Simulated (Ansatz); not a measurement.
# Cu(100) film, 3 layers, adrow N: surface scattering

Aim: how much of the in-plane current does the surface defect in Cu(100) film, 3 layers, adrow N reflect?

Main program and level: Ansatz 0.2.0; Ansatz plane-wave DFT, PBE, PAW files; relaxation of the atoms about the surface defect; PAW set soft_1, in the first sound run; inputs show where later runs differ.

## (1) The starting structure

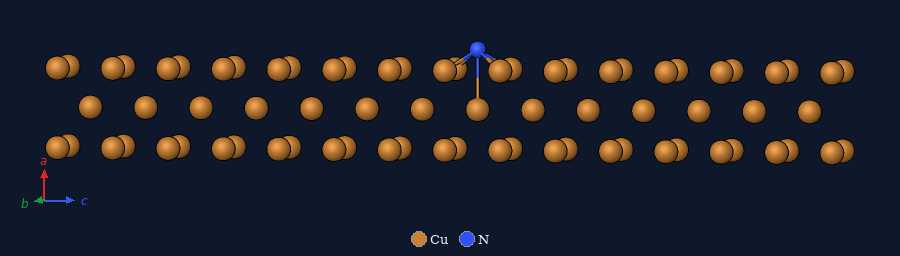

The cell as given, from the side, with the c axis across the page (copper orange, nitrogen blue). Some periodic images of atoms are drawn too.

The cell holds 43 atoms: 42 Cu and 1 N. Cell: a = 16.422 Å, b = 2.556 Å, c = 35.786 Å, α = 90.0°, β = 90.0°, γ = 90.0°. It derives from Cu. Vacuum lies along a. The structure's axis is c.

## (2) Relaxing about the defect

The neighbours of the defect are let go while the lead's layers stay on their sites, since a lead must repeat to 0.01 Å.

The input, input.yaml:

```yaml
crystal:
  lattice:
    - [16.42244, 0.0, 0.0]
    - [0.0, 2.5561627297, 0.0]
    - [0.0, 0.0, 35.7862782161]
  atoms:
    - { symbol: Cu, position: [0.2740153108, 0.0, 0.0] }
    - { symbol: Cu, position: [0.3840769094, 0.5, 0.0357142857] }
    - { symbol: Cu, position: [0.494138508, 0.0, 0.0] }
    - { symbol: Cu, position: [0.2740153108, 0.0, 0.0714285714] }
    - { symbol: Cu, position: [0.3840769094, 0.5, 0.1071428571] }
    - { symbol: Cu, position: [0.494138508, 0.0, 0.0714285714] }
    - { symbol: Cu, position: [0.2740153108, 0.0, 0.1428571429] }
    - { symbol: Cu, position: [0.3840769094, 0.5, 0.1785714286] }
    - { symbol: Cu, position: [0.494138508, 0.0, 0.1428571429] }
    - { symbol: Cu, position: [0.2740153108, 0.0, 0.2142857143] }
    - { symbol: Cu, position: [0.3840769094, 0.5, 0.25] }
    - { symbol: Cu, position: [0.494138508, 0.0, 0.2142857143] }
    - { symbol: Cu, position: [0.2740153108, 0.0, 0.2857142857] }
    - { symbol: Cu, position: [0.3840769094, 0.5, 0.3214285714] }
    - { symbol: Cu, position: [0.494138508, 0.0, 0.2857142857] }
    - { symbol: Cu, position: [0.2740153108, 0.0, 0.3571428571] }
    - { symbol: Cu, position: [0.3840769094, 0.5, 0.3928571429] }
    - { symbol: Cu, position: [0.494138508, 0.0, 0.3571428571] }
    - { symbol: Cu, position: [0.2740153108, 0.0, 0.4285714286] }
    - { symbol: Cu, position: [0.3840769094, 0.5, 0.4642857143] }
    - { symbol: Cu, position: [0.494138508, 0.0, 0.4285714286] }
    - { symbol: Cu, position: [0.2740153108, 0.0, 0.5] }
    - { symbol: Cu, position: [0.3840769094, 0.5, 0.5357142857] }
    - { symbol: Cu, position: [0.494138508, 0.0, 0.5] }
    - { symbol: Cu, position: [0.2740153108, 0.0, 0.5714285714] }
    - { symbol: Cu, position: [0.3840769094, 0.5, 0.6071428571] }
    - { symbol: Cu, position: [0.494138508, 0.0, 0.5714285714] }
    - { symbol: Cu, position: [0.2740153108, 0.0, 0.6428571429] }
    - { symbol: Cu, position: [0.3840769094, 0.5, 0.6785714286] }
    - { symbol: Cu, position: [0.494138508, 0.0, 0.6428571429] }
    - { symbol: Cu, position: [0.2740153108, 0.0, 0.7142857143] }
    - { symbol: Cu, position: [0.3840769094, 0.5, 0.75] }
    - { symbol: Cu, position: [0.494138508, 0.0, 0.7142857143] }
    - { symbol: Cu, position: [0.2740153108, 0.0, 0.7857142857] }
    - { symbol: Cu, position: [0.3840769094, 0.5, 0.8214285714] }
    - { symbol: Cu, position: [0.494138508, 0.0, 0.7857142857] }
    - { symbol: Cu, position: [0.2740153108, 0.0, 0.8571428571] }
    - { symbol: Cu, position: [0.3840769094, 0.5, 0.8928571429] }
    - { symbol: Cu, position: [0.494138508, 0.0, 0.8571428571] }
    - { symbol: Cu, position: [0.2740153108, 0.0, 0.9285714286] }
    - { symbol: Cu, position: [0.3840769094, 0.5, 0.9642857143] }
    - { symbol: Cu, position: [0.494138508, 0.0, 0.9285714286] }
    - { symbol: "N", position: [0.5501504824, 0.5, 0.5357142857] }
kpoints:
  mp_grid: { grid: [1, 9, 1] }
hamiltonian:
  xc: pbe
  pseudopotentials: { kind: paw, azcp: { folder: soft_1 } }
scf:
  occupations: { method: fermi_dirac, width: 0.1 }
relax:
  f_tol: 0.03
  max_steps: 40
  constraints:
    - { sites: [0, 1, 2, 3, 4, 5, 6, 7, 8, 9, 10, 11, 12, 13, 14, 15, 18, 21, 24, 27, 28, 30, 31, 32, 33, 34, 35, 36, 37, 38, 39, 40, 41] }
```

The run is started by

```bash
$ ansatz run input.yaml --threads 8 --pin off --max-ram 15360MiB --backend cpu --events-out ev --progress --plain --runs-dir out
```

Numbers of over 12 decimals in the logs are rounded to 6 here.

Output:

```text
Warning: crystal.symmetry: narrowed to the stabiliser of the relax constraints — unitary ops 4 → 2; lowered at sites 16, 17, 28, 32 (the operations that carried what is held of a site onto what its image site leaves free; the constrained walk keeps no symmetry that its constraints do not admit)
Engine: ansatz 0.2.0, aarch64-unknown-linux-gnu
Pseudopotentials: kind: paw
Pseudopotential: Cu, paw, valence charge 19, recommended cutoff 420 eV (normal), soft_1/Cu.paw.azcp
Pseudopotential: N, paw, valence charge 5, recommended cutoff 420 eV (normal), soft_1/N.paw.azcp
Functional definition: PBE
  parameter kappa = 0.804
  parameter beta = 0.066725
  exchange = pbe_x(kappa = kappa, mu = beta*pi^2/3)
  correlation = pbe_c(beta = beta)
Crystal: 43 atoms, lattice volume = 1502.252 Å³
Basis set: ecut = 420 eV, 29425 PW (Γ), exchange–correlation on 240×36×480 points (8 copies of the dense FFT grid, shifted against one another)
Bands: 482, of which v1, the nominal top of the filled ones, is band 402 counted from 1 (401 counted from 0)
Symmetry: 2 space group operations
k-points: 5 of 9
Non-local potential: Cu, projectors of the file, l = 0: 3, l = 1: 2, l = 2: 3, l = 3: 1
Non-local potential: N, projectors of the file, l = 0: 2, l = 1: 2, l = 2: 1
PAW form: soft (Blöchl's): semilocal exchange-correlation on the pseudo side does not see the compensation charge
PAW one-centre angular grid: Cu, 590 points (default); XC on 64 Gauss nodes
PAW one-centre angular grid: N, 110 points (default); XC on 64 Gauss nodes
Initial density: superposition of atomic densities (neutral atoms: chi_scale 0, normalization atom)
Initial wavefunctions: pseudopotential atomic-orbital guess
Functional: x = pbe(κ = 0.804, μ = 0.219515), c = pbe(β = 0.066725)
SCF iter   1: F=—  HF=-278658.295435 eV  |F-HF|=—  |Δ(HF+E_count)|=         —  Δρ=1.44e-1  dr2=2.09e2  ethr=3.10e-3  ⟨swp⟩=7.6  Hψ=10142  notcnv=0  defer=91
preconditioner: auto → LDOS  [metal: Δε(μ)=0.036 eV  Ē_g=6.983 eV  σ=0.100 eV  W_gap=0.09  n_scr=282 (ndim 8)  ℏωp=20.7 eV  f_vac=0.594  D(μ)=22.25/eV (n_scr^D=130)  β→1.0]
SCF iter   2: F=—  HF=-278836.403532 eV  |F-HF|=—  |Δ(HF+E_count)|=    1.78e2  Δρ=2.75e-1  dr2=6.75e2  ethr=3.10e-3  ⟨swp⟩=4.0  Hψ=7376  notcnv=0  defer=254  recentre
SCF iter   3: F=—  HF=-278627.000699 eV  |F-HF|=—  |Δ(HF+E_count)|=    2.09e2  Δρ=4.06e-2  dr2=3.81e1  ethr=3.10e-3  ⟨swp⟩=4.0  Hψ=6629  notcnv=0  defer=271
SCF iter   4: F=—  HF=-278623.330758 eV  |F-HF|=—  |Δ(HF+E_count)|=    3.67e0  Δρ=1.37e-2  dr2=3.82e0  ethr=3.10e-3  ⟨swp⟩=2.4  Hψ=3959  notcnv=0  defer=275
SCF iter   5: F=—  HF=-278623.229478 eV  |F-HF|=—  |Δ(HF+E_count)|=   1.01e-1  Δρ=3.79e-3  dr2=3.86e-1  ethr=4.76e-4  ⟨swp⟩=2.0  Hψ=4440  notcnv=0  defer=270
SCF iter   6: F=—  HF=-278623.262219 eV  |F-HF|=—  |Δ(HF+E_count)|=   3.27e-2  Δρ=5.36e-3  dr2=4.35e-1  ethr=4.81e-5  ⟨swp⟩=2.4  Hψ=4264  notcnv=0  defer=270
SCF iter   7: F=—  HF=-278623.256921 eV  |F-HF|=—  |Δ(HF+E_count)|=   5.30e-3  Δρ=2.02e-3  dr2=4.84e-2  ethr=4.81e-5  ⟨swp⟩=2.0  Hψ=3143  notcnv=0  defer=270
SCF iter   8: F=—  HF=-278623.259811 eV  |F-HF|=—  |Δ(HF+E_count)|=   2.89e-3  Δρ=7.07e-4  dr2=6.47e-3  ethr=6.03e-6  ⟨swp⟩=2.4  Hψ=3504  notcnv=0  defer=270
SCF iter   9: F=—  HF=-278623.265188 eV  |F-HF|=—  |Δ(HF+E_count)|=   5.38e-3  Δρ=3.78e-4  dr2=1.24e-3  ethr=8.06e-7  ⟨swp⟩=2.0  Hψ=3556  notcnv=0  defer=270
SCF iter  10: F=—  HF=-278623.265415 eV  |F-HF|=—  |Δ(HF+E_count)|=   2.27e-4  Δρ=1.30e-4  dr2=1.94e-4  ethr=1.55e-7  ⟨swp⟩=2.0  Hψ=3720  notcnv=0  defer=270
SCF iter  11: F=—  HF=-278623.265822 eV  |F-HF|=—  |Δ(HF+E_count)|=   4.07e-4  Δρ=5.62e-5  dr2=1.81e-5  ethr=2.41e-8  ⟨swp⟩=2.4  Hψ=3348  notcnv=0  defer=270
SCF iter  12: F=—  HF=-278623.265940 eV  |F-HF|=—  |Δ(HF+E_count)|=   1.19e-4  Δρ=2.70e-5  dr2=7.02e-6  ethr=2.25e-9  ⟨swp⟩=3.8  Hψ=6768  notcnv=0
SCF iter  13: F=-278623.265962 eV  HF=-278623.265956 eV  |F-HF|=5.22e-6  |Δ(HF+E_count)|=   1.62e-5  Δρ=1.60e-5  dr2=2.55e-6  ethr=8.74e-10  ⟨swp⟩=2.4  Hψ=6610  notcnv=0
SCF 1 converged in 13 iterations: F = -278623.265962 eV  dr2 = 2.55e-6
  greatest PAW one-centre occupation: 1.000 electrons in one spin orbital (limit 2), on the Cu atom at site 20 (counted from 0), in its partial waves of l = 0
relax step   1: F+E_penalty+E_count = -278623.26596164 eV  Δ(F+E_penalty+E_count) = +0.000e0 eV  max|allowed force component| = 1.356e0 eV/Å  Δτ_max = 0.0000 Å  (13 SCF iters, dr2 threshold 2.25e-5 eV, accepted)
Initial density: handed on by an earlier stage of this run
Initial wavefunctions: those handed on with the density
iter 1 solved again at ethr=7.62e-6 eV; its pass at ethr=3.10e-3 eV (dr2=6.12e-2 eV) is discarded
SCF iter   1: F=—  HF=-278623.391520 eV  |F-HF|=—  |Δ(HF+E_count)|=         —  Δρ=2.27e-3  dr2=6.06e-2  ethr=7.62e-6  ⟨swp⟩=2.0  Hψ=7332  notcnv=0  defer=265
preconditioner: auto → LDOS  [metal: Δε(μ)=0.028 eV  Ē_g=7.712 eV  σ=0.100 eV  W_gap=0.07  n_scr=282 (ndim 8)  ℏωp=20.7 eV  f_vac=0.595  D(μ)=13.61/eV (n_scr^D=76)  β→1.0]
SCF iter   2: F=—  HF=-278623.384049 eV  |F-HF|=—  |Δ(HF+E_count)|=   7.47e-3  Δρ=1.77e-3  dr2=3.11e-2  ethr=7.55e-6  ⟨swp⟩=3.0  Hψ=4340  notcnv=0  defer=265
SCF iter   3: F=—  HF=-278623.386947 eV  |F-HF|=—  |Δ(HF+E_count)|=   2.90e-3  Δρ=2.16e-3  dr2=4.23e-2  ethr=3.88e-6  ⟨swp⟩=2.0  Hψ=3970  notcnv=0  defer=265
SCF iter   4: F=—  HF=-278623.380452 eV  |F-HF|=—  |Δ(HF+E_count)|=   6.49e-3  Δρ=7.31e-4  dr2=5.02e-3  ethr=3.88e-6  ⟨swp⟩=2.0  Hψ=3932  notcnv=0  defer=265
SCF iter   5: F=—  HF=-278623.379925 eV  |F-HF|=—  |Δ(HF+E_count)|=   5.26e-4  Δρ=2.45e-4  dr2=5.60e-4  ethr=6.26e-7  ⟨swp⟩=2.0  Hψ=4091  notcnv=0  defer=265
SCF iter   6: F=-278623.379861 eV  HF=-278623.379847 eV  |F-HF|=1.36e-5  |Δ(HF+E_count)|=   7.82e-5  Δρ=5.44e-5  dr2=3.54e-5  ethr=1.25e-8  ⟨swp⟩=3.0  Hψ=9699  notcnv=0
SCF 2 converged in 6 iterations: F = -278623.379861 eV  dr2 = 3.54e-5
relax step   2: F+E_penalty+E_count = -278623.37986069 eV  Δ(F+E_penalty+E_count) = -1.139e-1 eV  max|allowed force component| = 1.038e0 eV/Å  Δτ_max = 0.0624 Å  (6 SCF iters, dr2 threshold 1.00e-4 eV, accepted)
SCF iter   1: F=—  HF=-278623.599314 eV  |F-HF|=—  |Δ(HF+E_count)|=         —  Δρ=5.98e-3  dr2=4.62e-1  ethr=4.70e-4  ⟨swp⟩=5.4  Hψ=5564  notcnv=0  defer=265
preconditioner: auto → LDOS  [metal: Δε(μ)=0.028 eV  Ē_g=7.731 eV  σ=0.100 eV  W_gap=0.07  n_scr=282 (ndim 8)  ℏωp=20.7 eV  f_vac=0.595  D(μ)=13.59/eV (n_scr^D=76)  β→1.0]
SCF iter   2: F=—  HF=-278623.516787 eV  |F-HF|=—  |Δ(HF+E_count)|=   8.25e-2  Δρ=3.41e-3  dr2=1.20e-1  ethr=5.76e-5  ⟨swp⟩=2.6  Hψ=5113  notcnv=0  defer=266
[...]
SCF iter   4: F=—  HF=-278623.542259 eV  |F-HF|=—  |Δ(HF+E_count)|=   1.67e-3  Δρ=4.81e-4  dr2=4.38e-3  ethr=2.78e-6  ⟨swp⟩=2.0  Hψ=3056  notcnv=0  defer=266
SCF iter   5: F=—  HF=-278623.541759 eV  |F-HF|=—  |Δ(HF+E_count)|=   4.99e-4  Δρ=2.15e-4  dr2=5.07e-4  ethr=5.46e-7  ⟨swp⟩=2.0  Hψ=3720  notcnv=0  defer=266
SCF iter   6: F=—  HF=-278623.541719 eV  |F-HF|=—  |Δ(HF+E_count)|=   4.02e-5  Δρ=4.64e-5  dr2=2.32e-5  ethr=6.32e-8  ⟨swp⟩=2.2  Hψ=4071  notcnv=0  defer=266
SCF iter   7: F=—  HF=-278623.542037 eV  |F-HF|=—  |Δ(HF+E_count)|=   3.18e-4  Δρ=2.95e-5  dr2=1.04e-5  ethr=2.89e-9  ⟨swp⟩=3.0  Hψ=4427  notcnv=0  defer=264
SCF iter   8: F=—  HF=-278623.542069 eV  |F-HF|=—  |Δ(HF+E_count)|=   3.22e-5  Δρ=2.68e-5  dr2=8.98e-6  ethr=1.29e-9  ⟨swp⟩=2.6  Hψ=3409  notcnv=0  defer=264
SCF iter   9: F=—  HF=-278623.542066 eV  |F-HF|=—  |Δ(HF+E_count)|=   3.63e-6  Δρ=1.24e-5  dr2=2.16e-6  ethr=1.12e-9  ⟨swp⟩=2.0  Hψ=3322  notcnv=0  defer=264
SCF iter  10: F=—  HF=-278623.542066 eV  |F-HF|=—  |Δ(HF+E_count)|=   5.22e-8  Δρ=5.35e-6  dr2=3.83e-7  ethr=2.68e-10  ⟨swp⟩=2.0  Hψ=3380  notcnv=0  defer=264
SCF iter  11: F=—  HF=-278623.542070 eV  |F-HF|=—  |Δ(HF+E_count)|=   4.62e-6  Δρ=2.79e-6  dr2=1.08e-7  ethr=1.25e-11  ⟨swp⟩=4.0  Hψ=7656  notcnv=0
SCF iter  12: F=-278623.542073 eV  HF=-278623.542073 eV  |F-HF|=3.60e-8  |Δ(HF+E_count)|=   2.40e-6  Δρ=1.79e-6  dr2=2.90e-8  ethr=1.25e-11  ⟨swp⟩=4.0  Hψ=7311  notcnv=0
SCF 8 converged in 12 iterations: F = -278623.542073 eV  dr2 = 2.90e-8
relax step   8: F+E_penalty+E_count = -278623.54207292 eV  Δ(F+E_penalty+E_count) = -2.078e-3 eV  max|allowed force component| = 4.755e-3 eV/Å  Δτ_max = 0.0700 Å  (12 SCF iters, accepted)
SCF converged after 12 iterations
Free energy (F): -278623.542073 eV
Harris-Foulkes:  -278623.542073 eV  (|F-HF|=3.60e-8)
Internal energy: -278623.048692 eV  (E = F + TS)
E sigma→0 (E₀):  -278623.295382 eV
Entropy (-TS):   -0.493381 eV (-11.474 meV/atom)
Fermi energy:    2.406730 eV
--- Per-component energies (eV) ---
  E_band       = -26339.426624
  E_kinetic    = 11081.949775
  E_local      = -1004289.151155  (includes V_loc(G=0)·N_el)
  E_nonlocal   = 37539.150439
  E_hartree    = 482212.822059
  E_xc         = -2911.637380
  E_vxc        = -3754.339418  (∫ρ·V_xc dr)
  E_paw        = -76456.540188  (= ΣΔE_a)
  E_vpaw       = -31342.760134  (= ΣTr[D̂ρ^β])
  E_aug_tail   = 0.042142  (compensation charges beyond the density's cutoff)
  E_ewald      = 274200.315616
  E_smearing   = -0.493381  (= −TS)
  E_closure    = 0.000000  (closes the sum)
  Σ components = -278623.542073   (vs F -278623.542073, Δ=0.00e0)
--- Forces (eV/Å), atoms counted from 1 ---
  atom   1  Cu     0.12337248     0.00000000     0.00693088
  atom   2  Cu     0.00039581     0.00000000    -0.00014669
  atom   3  Cu    -0.12383691     0.00000000    -0.00561128
  atom   4  Cu     0.12325821     0.00000000    -0.00679039
  atom   5  Cu     0.00395829     0.00000000     0.00465392
  atom   6  Cu    -0.12367097     0.00000000     0.00524234
  atom   7  Cu     0.12410424     0.00000000    -0.00597654
  atom   8  Cu     0.00376598     0.00000000     0.00144896
  atom   9  Cu    -0.12691444     0.00000000    -0.00227536
  atom  10  Cu     0.12724655     0.00000000     0.01251273
  atom  11  Cu    -0.00424422     0.00000000    -0.01107762
  atom  12  Cu    -0.12292241     0.00000000    -0.00900971
  atom  13  Cu     0.11528640     0.00000000    -0.01773807
  atom  14  Cu    -0.10562125     0.00000000    -0.15734222
  atom  15  Cu    -0.11780412     0.00000000    -0.06522974
  atom  16  Cu    -0.02710457     0.00000000    -0.07999824
  atom  17  Cu     0.00011277     0.00000000     0.00031416
  atom  18  Cu    -0.00039729     0.00000000    -0.00095831
  atom  19  Cu    -0.02666064     0.00000000    -0.07396814
  atom  20  Cu    -0.00050632     0.00000000     0.00020401
  atom  21  Cu     0.00042622     0.00000000    -0.00086379
  atom  22  Cu     0.14834362     0.00000000    -0.01353477
  atom  23  Cu     0.00289741     0.00000000    -0.00081712
  atom  24  Cu    -0.00475467     0.00000000    -0.00058062
  atom  25  Cu     0.15520427     0.00000000     0.00103943
  atom  26  Cu    -0.00117411     0.00000000    -0.00046271
  atom  27  Cu    -0.00376561     0.00000000     0.00129434
  atom  28  Cu     0.03335109     0.00000000     0.07657889
  atom  29  Cu    -0.15946599     0.00000000     0.18793681
  atom  30  Cu    -0.00027319     0.00000000     0.00133493
  atom  31  Cu     0.10671720     0.00000000    -0.00733339
  atom  32  Cu    -0.00320103     0.00000000     0.00932028
  atom  33  Cu    -0.11919616     0.00000000     0.13507804
  atom  34  Cu     0.12063799     0.00000000     0.01154946
  atom  35  Cu    -0.00321971     0.00000000     0.00554161
  atom  36  Cu    -0.12229080     0.00000000     0.00177070
  atom  37  Cu     0.12655034     0.00000000    -0.01261879
  atom  38  Cu     0.00371703     0.00000000    -0.00070566
  atom  39  Cu    -0.12298385     0.00000000     0.00759692
  atom  40  Cu     0.12419512     0.00000000     0.00694932
  atom  41  Cu     0.00378274     0.00000000    -0.00513505
  atom  42  Cu    -0.12660751     0.00000000     0.00134846
  atom  43  N     -0.00061575     0.00000000    -0.00046905
  max |Σ_I F_I| component: 9.23e-5 eV/Å
--- Relaxed structure (8 steps of the walk, 8 accepted, 0 SCFs on fresh bases) ---
  F+E_penalty+E_count = -278623.54207292 eV   max|allowed force component| = 4.755e-3 eV/Å
  atoms:
    - { symbol: Cu, position: [0.274015, 0.0, 1.39534893652402e-11] }
    - { symbol: Cu, position: [0.384077, 0.5, 0.035714] }
    - { symbol: Cu, position: [0.494139, 0.0, 1.39534893652402e-11] }
    - { symbol: Cu, position: [0.274015, 0.0, 0.071429] }
    - { symbol: Cu, position: [0.384077, 0.5, 0.107143] }
    - { symbol: Cu, position: [0.494139, 0.0, 0.071429] }
    - { symbol: Cu, position: [0.274015, 0.0, 0.142857] }
    - { symbol: Cu, position: [0.384077, 0.5, 0.178571] }
    - { symbol: Cu, position: [0.494139, 0.0, 0.142857] }
    - { symbol: Cu, position: [0.274015, 0.0, 0.214286] }
    - { symbol: Cu, position: [0.384077, 0.5, 0.250000] }
    - { symbol: Cu, position: [0.494139, 0.0, 0.214286] }
    - { symbol: Cu, position: [0.274015, 0.0, 0.285714] }
    - { symbol: Cu, position: [0.384077, 0.5, 0.321429] }
    - { symbol: Cu, position: [0.494139, 0.0, 0.285714] }
    - { symbol: Cu, position: [0.274015, 0.0, 0.357143] }
    - { symbol: Cu, position: [0.381736, 0.5, 0.391894] }
    - { symbol: Cu, position: [0.492211, 0.0, 0.356224] }
    - { symbol: Cu, position: [0.274015, 0.0, 0.428571] }
    - { symbol: Cu, position: [0.382136, 0.5, 0.463076] }
    - { symbol: Cu, position: [0.490612, 0.0, 0.425844] }
    - { symbol: Cu, position: [0.274015, 0.0, 0.500000] }
    - { symbol: Cu, position: [0.382928, 0.5, 0.535566] }
    - { symbol: Cu, position: [0.497440, 0.0, 0.495231] }
    - { symbol: Cu, position: [0.274015, 0.0, 0.571429] }
    - { symbol: Cu, position: [0.382517, 0.5, 0.607952] }
    - { symbol: Cu, position: [0.497747, 0.0, 0.575421] }
    - { symbol: Cu, position: [0.274015, 0.0, 0.642857] }
    - { symbol: Cu, position: [0.384077, 0.5, 0.678571] }
    - { symbol: Cu, position: [0.492432, 0.0, 0.644662] }
    - { symbol: Cu, position: [0.274015, 0.0, 0.714286] }
    - { symbol: Cu, position: [0.384077, 0.5, 0.750000] }
    - { symbol: Cu, position: [0.494139, 0.0, 0.714286] }
    - { symbol: Cu, position: [0.274015, 0.0, 0.785714] }
    - { symbol: Cu, position: [0.384077, 0.5, 0.821429] }
    - { symbol: Cu, position: [0.494139, 0.0, 0.785714] }
    - { symbol: Cu, position: [0.274015, 0.0, 0.857143] }
    - { symbol: Cu, position: [0.384077, 0.5, 0.892857] }
    - { symbol: Cu, position: [0.494139, 0.0, 0.857143] }
    - { symbol: Cu, position: [0.274015, 0.0, 0.928571] }
    - { symbol: Cu, position: [0.384077, 0.5, 0.964286] }
    - { symbol: Cu, position: [0.494139, 0.0, 0.928571] }
    - { symbol: N, position: [0.510564, 0.5, 0.535316] }
```

Run time: 33 min. Hardware: 8 threads of Arm Neoverse N1, shared host; peak memory 9.2 GiB.

This run has no spin polarisation although its electron count is odd.

Step by step:

```
step  energy less that of the first step (eV)  largest force component (eV/Å)
   1                                   0.0000                          1.3563
   2                                  -0.1139                          1.0382
   3                                  -0.2439                          0.3204
   4                                  -0.2604                          0.0743
   5                                  -0.2642                          0.0585
   6                                  -0.2692                          0.0610
   7                                  -0.2740                          0.0338
   8                                  -0.2761                          0.0048
```

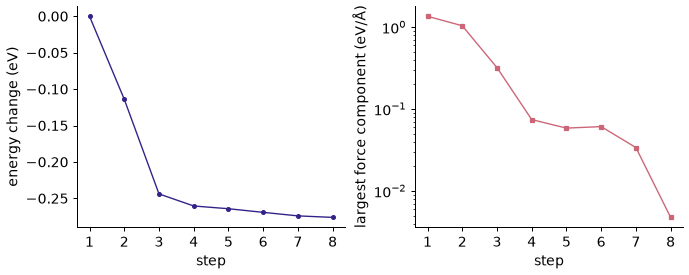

Energy and largest force along the relaxation.

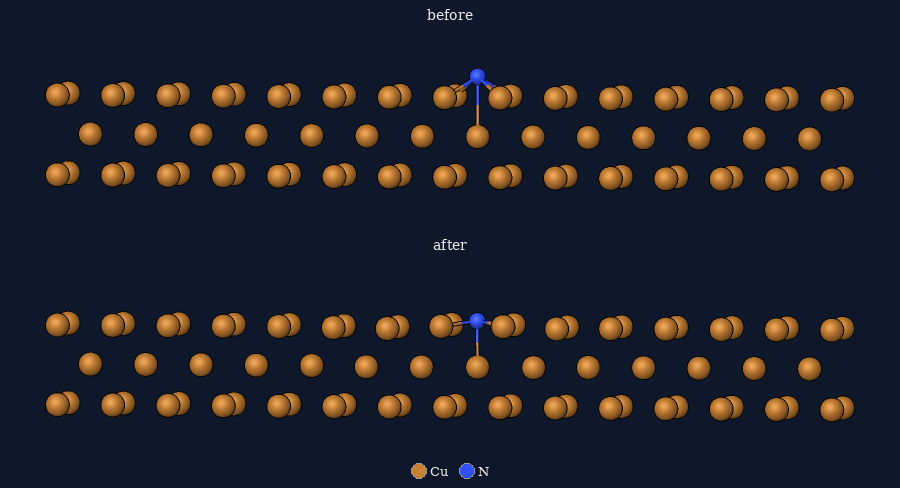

Before and after, at one scale.

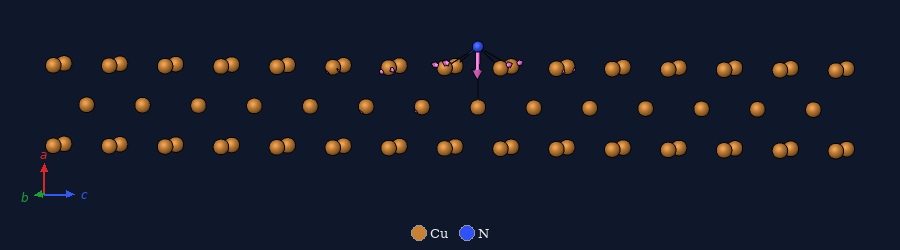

Displacements in the relaxation, exaggerated; the longest in the cell stands for 0.65 Å. Some periodic images of atoms are drawn too.

The atoms that moved most (Å):

```
atom      dx     dy      dz  length
 N43  -0.650  0.000  -0.014   0.650
Cu24   0.054  0.000  -0.171   0.179
Cu27   0.059  0.000   0.143   0.155
Cu21  -0.058  0.000  -0.098   0.114
Cu30  -0.028  0.000   0.065   0.070
Cu20  -0.032  0.000  -0.043   0.054
Cu17  -0.038  0.000  -0.034   0.052
Cu18  -0.032  0.000  -0.033   0.046
```

Numbers from this step:

* free energy: -278623.5421 eV
* energy at zero smearing: -278623.2954 eV
* Fermi energy: 2.407 eV

The largest force component on a free atom ends at 0.0048 eV/Å, under the tolerance of 0.03, after 8 steps.

(Continued in part 2 of 2.)

[Logs are printed without paths, hosts, clocks, repeated set-up lines and the standing remarks that a program may print on its own settings, such as how far it seeks lower states.]

[Hosts, paths, dates, database ids (printed as entryN), source tags and the programs' standing remarks are cut or masked in the printed files.]
